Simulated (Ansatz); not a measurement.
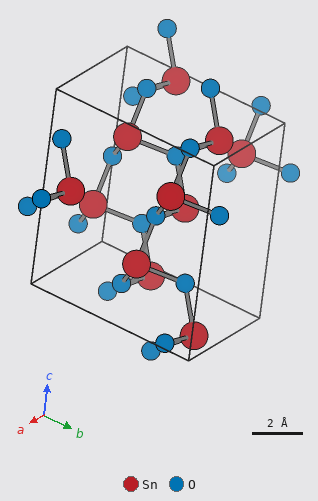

Starting frame of a dynamics run of a 16-atom cell of SnO (set up in Pmn2_1). A ball-and-stick model of the simulation cell, seen slightly off an axis. Bonds to atoms that aren't drawn are left out.

These are results of DFT PBE+D3(BJ), scalar-relativistic, plane waves, PAW (Ansatz 0.2.0), not measurements.

Input file:
```yaml
crystal:
  lattice:
    - [0.0, -5.6929549823, 4.2359965814]
    - [0.0, 5.6929549823, 4.2359965814]
    - [-6.7323025558, 0.0, -4.2359965814]
  atoms:
    - { symbol: Sn, position: [0.3906175, 0.6225265, 0.5] }
    - { symbol: Sn, position: [0.8906175, 0.1225265, 0.5] }
    - { symbol: Sn, position: [0.1406175, 0.3725265, 0.0] }
    - { symbol: Sn, position: [0.6406175, 0.8725265, 0.0] }
    - { symbol: Sn, position: [0.7475265, 0.5156175, 0.25] }
    - { symbol: Sn, position: [0.2475265, 0.0156175, 0.25] }
    - { symbol: Sn, position: [0.4975265, 0.2656175, 0.75] }
    - { symbol: Sn, position: [0.9975265, 0.7656175, 0.75] }
    - { symbol: O, position: [0.1728035, 0.0640535, 0.5] }
    - { symbol: O, position: [0.6728035, 0.5640535, 0.5] }
    - { symbol: O, position: [0.9228035, 0.8140535, 0.0] }
    - { symbol: O, position: [0.4228035, 0.3140535, 0.0] }
    - { symbol: O, position: [0.1890535, 0.2978035, 0.25] }
    - { symbol: O, position: [0.6890535, 0.7978035, 0.25] }
    - { symbol: O, position: [0.9390535, 0.0478035, 0.75] }
    - { symbol: O, position: [0.4390535, 0.5478035, 0.75] }
basis:
  ecutwfc: 420
kpoints:
  mp_grid: { grid: [2, 2, 2], shift: [0.5, 0.5, 0.5] }
hamiltonian:
  xc: pbe
  dispersion: d3bj
scf:
  occupations: { method: fermi_dirac, width: 0.0388 }
  lower_state_search: "off"
  convergence: { dr2_threshold: 1.0e-07 }
output:
  forces: true
  stress: true
md:
  timestep: 2.0
  n_steps: 40
  ensemble: npt_langevin
  temperature: 450.0
  initial_velocities: maxwell_boltzmann
  seed: 37981
  friction: 0.05
  pressure: 2.0
```

Run as
```bash
ansatz run input.yaml --threads 4 --pin off --max-ram 5120MiB --backend cpu --events-out ev --progress --plain --runs-dir out
```

Q: What does the trajectory do?

A: The mean temperature in the second half is 421 K (standard deviation 66 K). The potential energy in the second half lies on average 34.9 meV per atom above the first frame. The mean pressure there is 1.5 GPa. The volume ends −5.4 % from the start. Root-mean-square distances from the starting positions over the second half, with the common drift of all atoms taken out: O 0.17 Å, Sn 0.10 Å. The run lasts only 80 fs, too short to tell vibration from diffusion. The conserved quantity stays between −0.048 and 0.088 meV per atom of its start. A straight-line fit has a slope that amounts to +0.0076 meV per atom over 80 fs (under 0.1 % of the mean kinetic energy), and the ripple about it is 0.4 % of the kinetic energy's fluctuation. With a drift under 2 % and a ripple under 7 %, the integration is accurate.

Along the run (each row but the first and the last is the mean over the interval that it begins):

```csv
time (fs),potential energy (meV/atom),T (K),p (GPa)
0.0,0.0,422,-1.8
12.0,15.7,416,-0.2
24.0,24.4,333,0.4
36.0,31.6,323,0.8
48.0,34.1,400,1.4
60.0,38.0,481,1.8
72.0,35.7,422,1.9
```

The paths of the atoms, magnified 3 times:

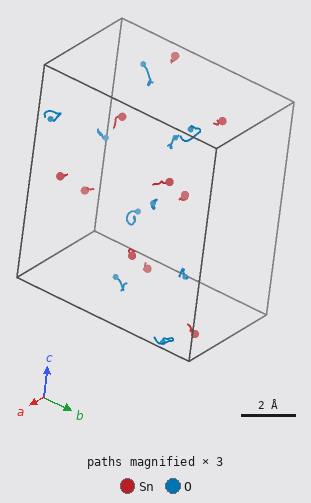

Cost: 3 min on 4 threads of Arm Neoverse V1, with other jobs on the host, peak memory 0.94 GiB.
